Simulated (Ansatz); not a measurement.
```xyz
48
Lattice="5.4210 10.8175 5.4191 5.3513 -0.0016 -5.3461 -5.4325 0.0098 -5.4273" Properties=species:S:1:pos:R:3 pbc="T T T"
Co    0.0027   10.8267    0.0057
Co   -0.0322    5.4171   -5.3769
Co    2.6959    2.7654   -0.0005
Co    8.0821    8.1733    0.0359
Si    2.6477    0.0150   -8.0423
Si    2.6826    5.4245   -2.6596
Co   -0.0315    2.7020   -2.7004
Co    5.3547    8.1099   -2.6639
Co    5.3517    2.7583   -2.6490
Co    5.3866    8.1679    2.7336
Co    2.6750    0.0193   -2.6715
Co    8.0612    5.4273   -2.6350
Co    2.6441    2.6977   -5.3701
Co    2.6789    8.1073    0.0125
Co   -0.0685    0.0234   -5.4042
Co    5.3177    5.4314   -5.3678
Si    1.3119    4.0845   -6.7364
Si    1.3468    9.4941   -1.3538
Si   -1.4325    1.3743   -6.7720
Si    3.9537    6.7823   -6.7355
Si    4.0729    3.9639   -4.1021
Si    4.1077    9.3734    1.2805
Si    1.3167    1.3165   -4.0221
Si    6.7029    6.7245   -3.9856
Co   -3.9834    1.2998   -3.9792
Co    1.4028    6.7077   -3.9428
Si   -1.3958    4.0880   -4.0333
Si    3.9904    9.4960   -3.9969
Si    4.0851    1.4037   -6.6073
Si    4.1200    6.8132   -1.2247
Si    1.2347    3.9688   -1.2709
Si    6.6209    9.3768   -1.2344
Si   -1.3754    1.4823   -4.1378
Si    4.0108    6.8902   -4.1014
Si    1.2487    4.0588   -4.0946
Si    6.6349    9.4667   -4.0581
Si    1.3574    1.3639   -1.2850
Si    6.7436    6.7718   -1.2485
Si    4.1345    4.0209   -1.2168
Si    4.1694    9.4304    4.1659
Si    3.9689    4.1000   -6.7206
Si    4.0038    9.5096   -1.3379
Si    1.2055    1.4769   -6.7108
Si    1.2403    6.8865   -1.3282
Si    6.7220    4.0590   -3.9731
Si    6.7569    9.4685    1.4095
Si    4.0657    1.3599   -3.9877
Si    4.1006    6.7695    1.3949
```

Space group P1; a generated structure, not necessarily the stable one; spin-polarised.

The calculation used DFT PBE, scalar-relativistic, plane waves, PAW (Ansatz 0.2.0).

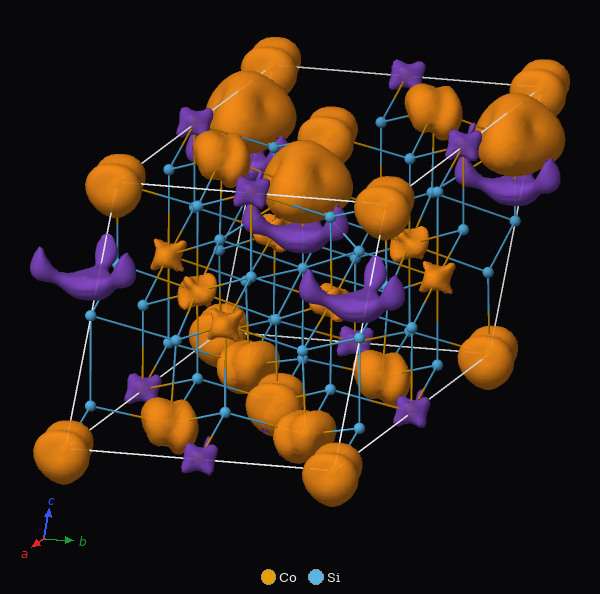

CoSi2. Isosurfaces of the magnetisation density (up minus down) at +0.008 (orange) and −0.008 e/Å³ (purple), seen slightly off an axis. Sticks mark near contacts.

In a PAW calculation such maps are meaningful between the atoms, not at the nuclei.

### Where is the spin, and how is it ordered?

The spin density sits on Co: +0.9 μB (×2) in one cell of 48 atoms, with smaller moments on other sites: Co (up to +0.09 μB): parallel main moments (a ferromagnetic arrangement) in this solution. The cell of the calculation (24 atoms) carries 1.2 μB of net spin moment.
